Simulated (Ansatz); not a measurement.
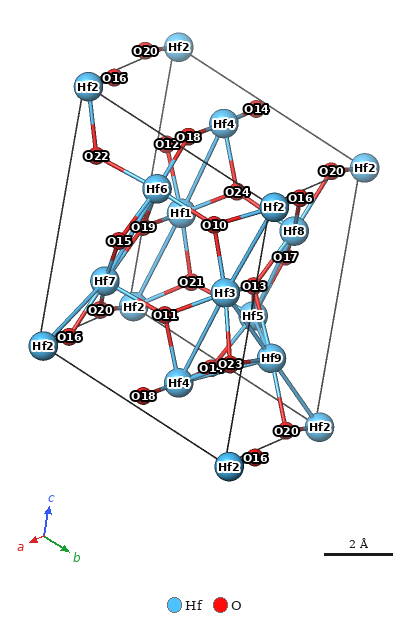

The starting structure (ball-and-stick view of the cell of the calculation, seen slightly off an axis; atoms are numbered from 1 in the order of the input). An atom can appear more than once, as a periodic image.

Geometry relaxation, with input and output: Hf₃O₅ (charge +1) (part 1 of 4)

The run: geometry relaxation of Hf₃O₅ (defect cell, 24 atoms in the cell, total charge +1). Method and program: DFT PBEsol, scalar-relativistic, plane waves, PAW, spin-polarised (Ansatz 0.2.0).

The structure derives from a Materials Project entry. It belongs to a series of runs on one base structure; here: Hf on a O site (f), charge +1, atoms relaxed at the host's cell. Figures and captions count atoms from 1; the log counts them from 0 in places.

### What the program printed
```
Engine: ansatz 0.2.0, x86_64-unknown-linux-gnu
Pseudopotentials: kind: paw
Pseudopotential: Hf, paw, valence charge 26, recommended cutoff 420 eV (normal), Hf.paw.azcp
Pseudopotential: O, paw, valence charge 6, recommended cutoff 420 eV (normal), O.paw.azcp
Functional definition: PBEsol
  exchange = pbesol_x
  correlation = pbesol_c
Crystal: 24 atoms, lattice volume = 299.532 Å³
Basis set: ecut = 420 eV, 5841 PW (Γ), exchange–correlation on 96×96×108 points (8 copies of the dense FFT grid, shifted against one another)
Bands: 195, of which v1, the nominal top of the filled ones, is band 162 counted from 1 (161 counted from 0)
Symmetry: 1 space group operations
Space group: P1 (ITA 1), of the structure as read, at distance tolerance 6.7e-5 Å
Magnetic group: BNS 1.1 (UNI 1), of the structure as read, at distance tolerance 6.7e-5 Å
k-points: 8
Non-local potential: Hf, projectors of the file, l = 0: 3, l = 1: 2, l = 2: 2, l = 3: 3
Non-local potential: O, projectors of the file, l = 0: 2, l = 1: 2, l = 2: 1
PAW form: soft (Blöchl's): semilocal exchange-correlation on the pseudo side does not see the compensation charge
PAW frozen core: Hf, regenerated for the run's functional, and the local potential with it (the file was generated under x = pbe(κ = 0.804, μ = 0.2195149727645171), c = pbe(β = 0.06672455060314922))
PAW frozen core: O, regenerated for the run's functional, and the local potential with it (the file was generated under x = pbe(κ = 0.804, μ = 0.2195149727645171), c = pbe(β = 0.06672455060314922))
PAW one-centre angular grid: Hf, 590 points (default); XC on 64 Gauss nodes
PAW one-centre angular grid: O, 110 points (default); XC on 64 Gauss nodes
Initial density: superposition of atomic densities (chi_scale 0.1, normalization cell, long waves kept (reshape's long-wave potential 0.28 eV rms))
Starting moments: Σ|m| = 1 μB on 4 of 24 sites
Initial wavefunctions: pseudopotential atomic-orbital guess
Functional: x = pbesol(κ = 0.804, μ = 0.12345679012345678), c = pbesol(β = 0.046)
SCF iter   1: F=—  HF=-148863.498631 eV  |F-HF|=—  |Δ(HF+E_count)|=         —  Δρ=6.02e-2 (↑5.95e-2 ↓6.02e-2)  dr2=7.24e1  dr2_m=1.74e-2  M=0.258 μB ∫|m|=0.438 μB  β_m=0.30  ethr=3.10e-3  ⟨swp⟩=6.0  Hψ=9396  notcnv=0  defer=261
Mixer restart at iter 1: flushing history
preconditioner: auto → Resta (q_TF=auto, 2.763 Å⁻¹)  ε∞=4.9  [insulator: Δε(μ)=0.026 eV  Ē_g=19.005 eV  σ=0.010 eV  W_gap=0.94  n_scr=104 (ndim 8)  ℏωp=37.5 eV  f_vac=0.011  D(μ)=2.49/eV (n_scr^D=10)  ε∞_Penn≈4.9]
spin=Collinear: Resta preconditioning applied to the charge; magnetization (m = ρ↑ − ρ↓) channel mixes plain (no charge-response kernel on spin).
SCF iter   2: F=—  HF=-148854.355062 eV  |F-HF|=—  |Δ(HF+E_count)|=    9.14e0  Δρ=3.14e-2 (↑3.14e-2 ↓3.11e-2)  dr2=2.31e1  dr2_m=2.88e-2  M=0.707 μB ∫|m|=0.765 μB  β_m=0.44  ethr=3.10e-3  ⟨swp⟩=3.0  Hψ=6241  notcnv=0  defer=435
SCF iter   3: F=—  HF=-148848.968821 eV  |F-HF|=—  |Δ(HF+E_count)|=    5.39e0  Δρ=1.38e-2 (↑1.38e-2 ↓1.32e-2)  dr2=3.97e0  dr2_m=1.45e-2  M=1.000 μB ∫|m|=1.042 μB  β_m=0.52  ethr=3.10e-3  ⟨swp⟩=3.0  Hψ=4344  notcnv=0  defer=444
SCF iter   4: F=—  HF=-148847.903318 eV  |F-HF|=—  |Δ(HF+E_count)|=    1.07e0  Δρ=5.39e-3 (↑5.39e-3 ↓5.25e-3)  dr2=3.95e-1  dr2_m=1.77e-3  M=1.000 μB ∫|m|=1.088 μB  β_m=0.67  ethr=1.23e-3  ⟨swp⟩=3.0  Hψ=6259  notcnv=0  defer=450
SCF iter   5: F=—  HF=-148848.074385 eV  |F-HF|=—  |Δ(HF+E_count)|=   1.71e-1  Δρ=2.59e-3 (↑2.55e-3 ↓2.59e-3)  dr2=9.86e-2  dr2_m=2.32e-4  M=1.000 μB ∫|m|=1.098 μB  β_m=0.65  ethr=1.22e-4  ⟨swp⟩=2.2  Hψ=5750  notcnv=0  defer=447
SCF iter   6: F=—  HF=-148848.043461 eV  |F-HF|=—  |Δ(HF+E_count)|=         —  Δρ=7.81e-4 (↑7.81e-4 ↓7.71e-4)  dr2=9.04e-3  dr2_m=2.42e-4  M=1.000 μB ∫|m|=1.109 μB  β_m=0.65  ethr=3.05e-5  ⟨swp⟩=2.5  Hψ=5872  notcnv=0  defer=447
Mixer restart at iter 6: flushing history
SCF iter   7: F=—  HF=-148848.051346 eV  |F-HF|=—  |Δ(HF+E_count)|=   7.88e-3  Δρ=5.62e-4 (↑5.62e-4 ↓4.99e-4)  dr2=5.31e-3  dr2_m=6.65e-5  M=1.000 μB ∫|m|=1.111 μB  β_m=0.70  ethr=2.80e-6  ⟨swp⟩=2.0  Hψ=5665  notcnv=0  defer=447
SCF iter   8: F=—  HF=-148848.053099 eV  |F-HF|=—  |Δ(HF+E_count)|=   1.75e-3  Δρ=2.43e-4 (↑2.43e-4 ↓2.36e-4)  dr2=1.17e-3  dr2_m=5.68e-6  M=1.000 μB ∫|m|=1.112 μB  β_m=0.73  ethr=1.64e-6  ⟨swp⟩=2.4  Hψ=5747  notcnv=0  defer=447
SCF iter   9: F=—  HF=-148848.053105 eV  |F-HF|=—  |Δ(HF+E_count)|=   6.42e-6  Δρ=1.01e-4 (↑9.92e-5 ↓1.01e-4)  dr2=1.71e-4  dr2_m=1.92e-6  M=1.000 μB ∫|m|=1.113 μB  β_m=0.80  ethr=3.61e-7  ⟨swp⟩=3.0  Hψ=5724  notcnv=0  defer=447
SCF iter  10: F=—  HF=-148848.053254 eV  |F-HF|=—  |Δ(HF+E_count)|=   1.49e-4  Δρ=7.13e-5 (↑7.13e-5 ↓6.86e-5)  dr2=7.71e-5  dr2_m=1.52e-7  M=1.000 μB ∫|m|=1.113 μB  β_m=0.89  ethr=5.30e-8  ⟨swp⟩=2.0  Hψ=5632  notcnv=0  defer=447
SCF iter  11: F=—  HF=-148848.053281 eV  |F-HF|=—  |Δ(HF+E_count)|=   2.62e-5  Δρ=5.14e-5 (↑5.14e-5 ↓5.09e-5)  dr2=3.24e-5  dr2_m=4.10e-8  M=1.000 μB ∫|m|=1.113 μB  β_m=0.79  ethr=2.39e-8  ⟨swp⟩=2.0  Hψ=5176  notcnv=0  defer=447
SCF iter  12: F=-148848.053277 eV  HF=-148848.053278 eV  |F-HF|=1.32e-6  |Δ(HF+E_count)|=   2.48e-6  Δρ=1.33e-5 (↑1.33e-5 ↓1.29e-5)  dr2=2.10e-6  dr2_m=6.26e-9  M=1.000 μB ∫|m|=1.113 μB  ethr=4.84e-9  ⟨swp⟩=19.6  Hψ=36087  notcnv=0
SCF 1 converged in 12 iterations: F = -148848.053277 eV  dr2 = 2.10e-6
  greatest PAW one-centre occupation: 0.999 electrons in one spin orbital (limit 2), on the Hf atom at site 7 (counted from 0), in its partial waves of l = 3
relax step   1: F+E_penalty+E_count = -148848.05327672 eV  Δ(F+E_penalty+E_count) = +0.000e0 eV  max|allowed force component| = 1.267e0 eV/Å  Δτ_max = 0.0000 Å  (12 SCF iters, dr2 threshold 1.56e-5 eV, accepted)
Initial density: handed on by an earlier stage of this run
Starting moments: Σ|m| = 1 μB on 4 of 24 sites; this step starts from the density that it was given
Initial wavefunctions: those handed on with the density
iter 1 solved again at ethr=1.80e-4 eV; its pass at ethr=3.10e-3 eV (dr2=5.82e-1 eV) is discarded
SCF iter   1: F=—  HF=-148848.305346 eV  |F-HF|=—  |Δ(HF+E_count)|=         —  Δρ=6.73e-3 (↑6.46e-3 ↓6.73e-3)  dr2=5.74e-1  dr2_m=6.09e-3  M=1.000 μB ∫|m|=1.116 μB  β_m=0.30  ethr=1.80e-4  ⟨swp⟩=1.0  Hψ=8492  notcnv=0  defer=447
preconditioner: auto → Resta (q_TF=auto, 2.763 Å⁻¹)  ε∞=5.4  [insulator: Δε(μ)=0.153 eV  Ē_g=17.882 eV  σ=0.010 eV  W_gap=1.00  n_scr=104 (ndim 8)  ℏωp=37.5 eV  f_vac=0.071  D(μ)=0.00/eV (n_scr^D=0)  ε∞_Penn≈5.4]
spin=Collinear: Resta preconditioning applied to the charge; magnetization (m = ρ↑ − ρ↓) channel mixes plain (no charge-response kernel on spin).
SCF iter   2: F=—  HF=-148848.239597 eV  |F-HF|=—  |Δ(HF+E_count)|=   6.57e-2  Δρ=4.36e-3 (↑4.29e-3 ↓4.36e-3)  dr2=2.37e-1  dr2_m=3.17e-3  M=1.000 μB ∫|m|=1.115 μB  β_m=0.54  ethr=1.78e-4  ⟨swp⟩=2.0  Hψ=3236  notcnv=0  defer=447
SCF iter   3: F=—  HF=-148848.197562 eV  |F-HF|=—  |Δ(HF+E_count)|=   4.20e-2  Δρ=1.08e-3 (↑1.08e-3 ↓9.31e-4)  dr2=1.43e-2  dr2_m=1.94e-4  M=1.000 μB ∫|m|=1.112 μB  β_m=0.56  ethr=7.35e-5  ⟨swp⟩=3.0  Hψ=5648  notcnv=0  defer=447
SCF iter   4: F=—  HF=-148848.194591 eV  |F-HF|=—  |Δ(HF+E_count)|=   2.97e-3  Δρ=4.04e-4 (↑4.04e-4 ↓3.43e-4)  dr2=1.59e-3  dr2_m=1.52e-5  M=1.000 μB ∫|m|=1.111 μB  β_m=0.68  ethr=4.44e-6  ⟨swp⟩=2.1  Hψ=4542  notcnv=0  defer=447
SCF iter   5: F=—  HF=-148848.194780 eV  |F-HF|=—  |Δ(HF+E_count)|=   1.89e-4  Δρ=1.21e-4 (↑1.21e-4 ↓1.17e-4)  dr2=1.93e-4  dr2_m=3.04e-6  M=1.000 μB ∫|m|=1.111 μB  β_m=0.65  ethr=4.92e-7  ⟨swp⟩=2.0  Hψ=5540  notcnv=0  defer=449
SCF iter   6: F=—  HF=-148848.195000 eV  |F-HF|=—  |Δ(HF+E_count)|=   2.20e-4  Δρ=7.98e-5 (↑7.98e-5 ↓6.85e-5)  dr2=1.15e-4  dr2_m=1.89e-6  M=1.000 μB ∫|m|=1.111 μB  β_m=0.80  ethr=5.97e-8  ⟨swp⟩=2.0  Hψ=5624  notcnv=0  defer=449
SCF iter   7: F=—  HF=-148848.195164 eV  |F-HF|=—  |Δ(HF+E_count)|=   1.64e-4  Δρ=4.54e-5 (↑4.54e-5 ↓3.83e-5)  dr2=2.74e-5  dr2_m=2.92e-7  M=1.000 μB ∫|m|=1.111 μB  β_m=0.84  ethr=3.56e-8  ⟨swp⟩=2.0  Hψ=5624  notcnv=0  defer=449
SCF iter   8: F=-148848.195161 eV  HF=-148848.195168 eV  |F-HF|=7.11e-6  |Δ(HF+E_count)|=   3.99e-6  Δρ=2.71e-5 (↑2.71e-5 ↓2.71e-5)  dr2=7.65e-6  dr2_m=2.90e-8  M=1.000 μB ∫|m|=1.111 μB  ethr=8.47e-9  ⟨swp⟩=16.0  Hψ=30698  notcnv=0
SCF 2 converged in 8 iterations: F = -148848.195161 eV  dr2 = 7.65e-6
[... from here on the iterations of each SCF are left out, up to the last one ...]
relax step   2: F+E_penalty+E_count = -148848.19516086 eV  Δ(F+E_penalty+E_count) = -1.419e-1 eV  max|allowed force component| = 6.211e-1 eV/Å  Δτ_max = 0.0741 Å  (8 SCF iters, dr2 threshold 1.00e-4 eV, accepted)
[... from here on the SCF iterations and repeated set-up lines of each step are left out, up to the last step ...]
SCF 3 converged in 7 iterations: F = -148848.248374 eV  dr2 = 8.99e-6
relax step   3: F+E_penalty+E_count = -148848.24837417 eV  Δ(F+E_penalty+E_count) = -5.321e-2 eV  max|allowed force component| = 1.897e-1 eV/Å  Δτ_max = 0.0392 Å  (7 SCF iters, dr2 threshold 2.41e-5 eV, accepted)
SCF 4 converged in 7 iterations: F = -148848.248267 eV  dr2 = 1.37e-6
relax step   4: F+E_penalty+E_count = -148848.24826651 eV  Δ(F+E_penalty+E_count) = +1.077e-4 eV  max|allowed force component| = 1.880e-1 eV/Å  Δτ_max = 0.0706 Å  (7 SCF iters, dr2 threshold 3.36e-6 eV, rejected (line search))
SCF 5 converged in 9 iterations: F = -148848.248380 eV  dr2 = 7.62e-8
relax step   5: F+E_penalty+E_count = -148848.24838014 eV  Δ(F+E_penalty+E_count) = -5.965e-6 eV  max|allowed force component| = 1.894e-1 eV/Å  Δτ_max = 0.0000 Å  (9 SCF iters, accepted)
SCF 6 converged in 7 iterations: F = -148848.248174 eV  dr2 = 1.37e-6
relax step   6: F+E_penalty+E_count = -148848.24817390 eV  Δ(F+E_penalty+E_count) = +2.062e-4 eV  max|allowed force component| = 1.869e-1 eV/Å  Δτ_max = 0.0711 Å  (7 SCF iters, dr2 threshold 3.35e-6 eV, rejected (line search))
SCF 7 converged in 10 iterations: F = -148848.264470 eV  dr2 = 3.68e-8
relax step   7: F+E_penalty+E_count = -148848.26447041 eV  Δ(F+E_penalty+E_count) = -1.609e-2 eV  max|allowed force component| = 1.131e-1 eV/Å  Δτ_max = 0.0356 Å  (10 SCF iters, accepted)
SCF 8 converged in 5 iterations: F = -148848.266493 eV  dr2 = 1.96e-6
relax step   8: F+E_penalty+E_count = -148848.26649321 eV  Δ(F+E_penalty+E_count) = -2.023e-3 eV  max|allowed force component| = 3.618e-2 eV/Å  Δτ_max = 0.0156 Å  (5 SCF iters, dr2 threshold 4.56e-6 eV, accepted)
SCF iter   1: F=—  HF=-148848.267366 eV  |F-HF|=—  |Δ(HF+E_count)|=         —  Δρ=3.04e-4 (↑2.98e-4 ↓3.04e-4)  dr2=6.47e-4  dr2_m=4.92e-6  M=1.000 μB ∫|m|=1.117 μB  β_m=0.65  ethr=1.53e-6  ⟨swp⟩=2.0  Hψ=5813  notcnv=0  defer=459
preconditioner: auto → Resta (q_TF=auto, 2.763 Å⁻¹)  ε∞=5.4  [insulator: Δε(μ)=0.136 eV  Ē_g=17.853 eV  σ=0.010 eV  W_gap=1.00  n_scr=104 (ndim 8)  ℏωp=37.5 eV  f_vac=0.069  D(μ)=0.00/eV (n_scr^D=0)  ε∞_Penn≈5.4]
spin=Collinear: Resta preconditioning applied to the charge; magnetization (m = ρ↑ − ρ↓) channel mixes plain (no charge-response kernel on spin).
SCF iter   2: F=—  HF=-148848.267000 eV  |F-HF|=—  |Δ(HF+E_count)|=   3.66e-4  Δρ=1.08e-4 (↑1.08e-4 ↓1.07e-4)  dr2=7.62e-5  dr2_m=7.93e-7  M=1.000 μB ∫|m|=1.117 μB  β_m=0.61  ethr=2.00e-7  ⟨swp⟩=2.0  Hψ=6033  notcnv=0  defer=459
SCF iter   3: F=—  HF=-148848.266986 eV  |F-HF|=—  |Δ(HF+E_count)|=   1.43e-5  Δρ=3.07e-5 (↑3.07e-5 ↓3.00e-5)  dr2=7.29e-6  dr2_m=3.60e-8  M=1.000 μB ∫|m|=1.117 μB  β_m=0.68  ethr=2.36e-8  ⟨swp⟩=2.0  Hψ=5540  notcnv=0  defer=459
SCF iter   4: F=—  HF=-148848.266986 eV  |F-HF|=—  |Δ(HF+E_count)|=   4.70e-7  Δρ=1.32e-5 (↑1.32e-5 ↓1.29e-5)  dr2=1.83e-6  dr2_m=2.44e-9  M=1.000 μB ∫|m|=1.117 μB  β_m=0.67  ethr=2.26e-9  ⟨swp⟩=2.0  Hψ=5120  notcnv=0  defer=459
SCF iter   5: F=—  HF=-148848.266985 eV  |F-HF|=—  |Δ(HF+E_count)|=   1.87e-7  Δρ=3.11e-6 (↑3.11e-6 ↓3.05e-6)  dr2=1.38e-7  dr2_m=3.59e-10  M=1.000 μB ∫|m|=1.117 μB  β_m=0.84  ethr=5.68e-10  ⟨swp⟩=2.0  Hψ=4825  notcnv=0  defer=459
SCF iter   6: F=—  HF=-148848.266986 eV  |F-HF|=—  |Δ(HF+E_count)|=   1.29e-7  Δρ=1.66e-6 (↑1.66e-6 ↓1.62e-6)  dr2=3.90e-8  dr2_m=9.66e-11  M=1.000 μB ∫|m|=1.117 μB  β_m=0.70  ethr=4.29e-11  ⟨swp⟩=2.0  Hψ=5672  notcnv=0  defer=459
SCF iter   7: F=-148848.266986 eV  HF=-148848.266986 eV  |F-HF|=1.27e-8  |Δ(HF+E_count)|=   1.29e-8  Δρ=9.44e-7 (↑9.44e-7 ↓7.60e-7)  dr2=1.62e-8  dr2_m=1.23e-10  M=1.000 μB ∫|m|=1.117 μB  ethr=1.21e-11  ⟨swp⟩=11.6  Hψ=24778  notcnv=0
SCF 9 converged in 7 iterations: F = -148848.266986 eV  dr2 = 1.62e-8
relax step   9: F+E_penalty+E_count = -148848.26698558 eV  Δ(F+E_penalty+E_count) = -4.924e-4 eV  max|allowed force component| = 1.141e-2 eV/Å  Δτ_max = 0.0048 Å  (7 SCF iters, accepted)
```

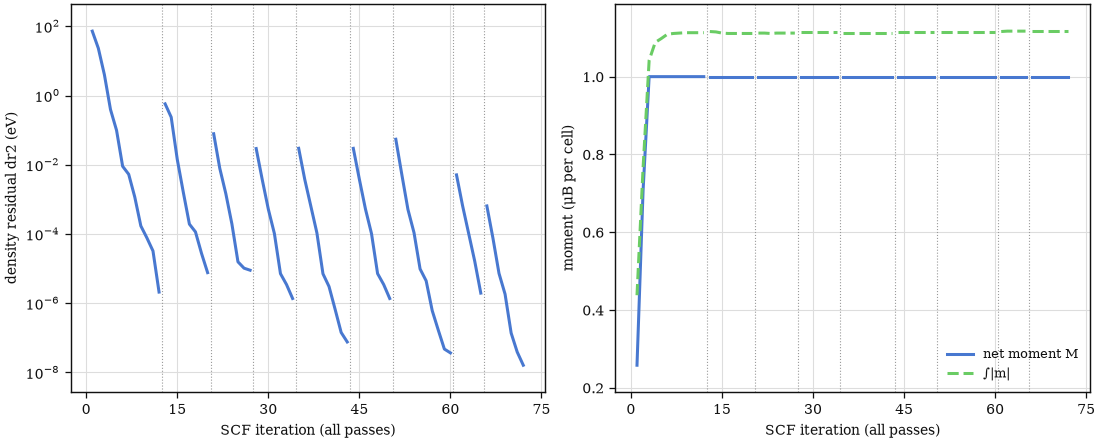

Convergence of the self-consistent field: density residual dr2 and magnetic moment against the SCF iteration. The dotted lines part the SCF passes of the relaxation: geometry steps, rejected trials and re-solves on a re-selected basis. The 9 passes take 5 to 12 iterations each, 72 in all. The net moment goes from 0.3 to 1.0 μB per cell.

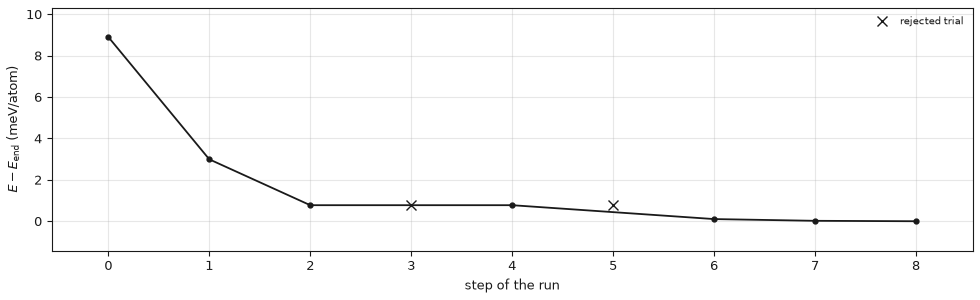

Progress of the relaxation, step by step (the first geometry is step 0 here and step 1 in the log).

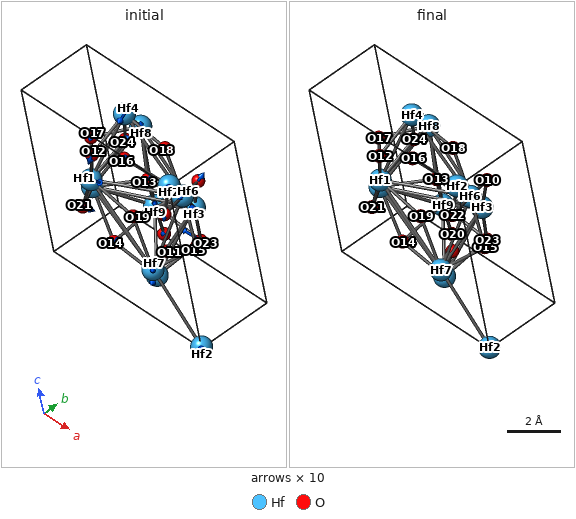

Before (left) and after (right) the relaxation, at one scale (ball-and-stick view of the cell of the calculation, seen slightly off an axis). The blue arrows give the displacements, magnified 10 times. Over 8 geometry steps the energy falls by 8.9 meV per atom. Largest force component: 1.3 eV/Å at the start, 0.011 eV/Å at the end. The line search rejected the trial steps at points 3, 5 (counted from 0) and went back. The largest move is that of O23, 0.094 Å. Largest moves by element: O 0.094 Å, Hf 0.084 Å. The cell doesn't change. Among the contacts that change: Hf1–Hf8 3.779 → 3.875 Å, Hf1–Hf5 3.740 → 3.650 Å, Hf4–Hf9 2.916 → 3.005 Å, Hf3–Hf9 2.927 → 3.005 Å. Among the angles that change: Hf2–O10–Hf6 130.8° → 135.1°, Hf4–O23–Hf9 80.5° → 84.5°, Hf3–O10–Hf6 129.8° → 126.0°. (Atoms are counted from 1 in the order of the input.)

```
SCF converged after 7 iterations
Magnetization: 1.0000 μB (162.0000 up, 161.0000 down)
Absolute magnetization: 1.1309 μB (∫|ρ↑−ρ↓|, with the PAW one-centre terms)
Spin contamination: 0.0082 ħ² per cell (⟨S²⟩ above its minimum at these occupations)
Per-site moments (μB) at R_I (Å): [(0.03196192304936395, 0.8342817921749707), (0.031950991067220415, 0.8342826885206353), (0.025265587093895724, 0.838959493374205), (0.02527234052837686, 0.8389655558264025), (0.00971029701042903, 0.8254307273684656), (0.002313463593798599, 0.8385671442427461), (-0.0026184125755968892, 0.8305032740032074), (0.002312119847062153, 0.8385933296122274), (0.16361389903635734, 0.9082207172904679), (0.008883337707210398, 0.838959493374205), (-0.0006273896209980658, 0.8517932385386422), (0.008874563103677157, 0.8389655558264025), (0.009053866770898896, 0.876465838325198), (0.009051829089848733, 0.8765144319010142), (-0.0011165448101528165, 0.8305032740032074), (-0.0011201613820388378, 0.8305058912631077), (0.006238718115694482, 0.8254307273684656), (0.006244838232611106, 0.8254321796518137), (0.003766339443758199, 0.8889353187503889), (0.0037751781865906723, 0.8889418658947923), (-0.0030063534150521327, 0.8459361579292601), (0.004658599586122703, 0.8419810738447636), (0.014175406027604948, 0.8835251231730984), (0.004663864582434156, 0.8420292951926578)]
Free energy (F): -148848.266986 eV
Harris-Foulkes:  -148848.266986 eV  (|F-HF|=1.27e-8)
Internal energy: -148848.266986 eV  (E = F + TS)
E sigma→0 (E₀):  -148848.266986 eV
Fermi energy:    16.996610 eV
--- Per-component energies (eV) ---
  E_band       = -130.927528
  E_kinetic    = 6419.140998
  E_local      = -55833.699605  (includes V_loc(G=0)·N_el)
  E_nonlocal   = -10412.142011
  E_hartree    = 25615.948417
  E_xc         = -3763.495837
  E_vxc        = -3785.454936  (∫ρ·V_xc dr)
  E_paw        = -63550.393336  (= ΣΔE_a)
  E_vpaw       = 12249.295551  (= ΣTr[D̂ρ^β])
  E_aug_tail   = 0.037092  (compensation charges beyond the density's cutoff)
  E_ewald      = -47335.451847
  E_core_change = 11.789143  (= ΣΔE_core)
  E_smearing   = -0.000000  (= −TS)
  E_closure    = 0.000000  (closes the sum)
  E_deformation_potential = 23.278665  (in the stress; not in F)
  Σ components = -148848.266986   (vs F -148848.266986, Δ=0.00e0)
```
